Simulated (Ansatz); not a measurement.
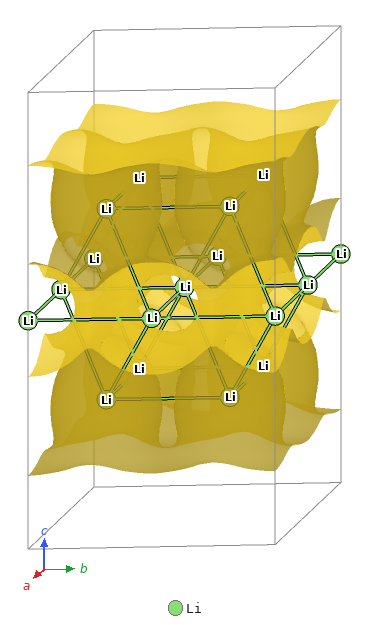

*Li (slab). Isosurface of the ELF at 0.6 (yellow), seen slightly off an axis. Only the valence region is drawn (cores and ρ < 0.01 e/Å³ removed). Sticks mark near contacts.*

The calculation used Ansatz 0.2.0, DFT PBE+D3(BJ), scalar-relativistic, plane waves, PAW.

**Where are the electrons localised?**

The ELF exceeds this value in sheets that run through the cell in two directions, counted in one cell of 12 atoms. Counts are for one cell; the picture repeats the cell along the surface. There are no localised bonds or lone pairs at this value. Profiles from the grid: Li–Li (2.83 Å): the ELF is about 0.50 at the midpoint. Li–Li (2.88 Å): the ELF peaks at about 0.65 between the atoms.

**Does the calculation give a band gap?**

It is gapless in this calculation (a metal or semimetal).
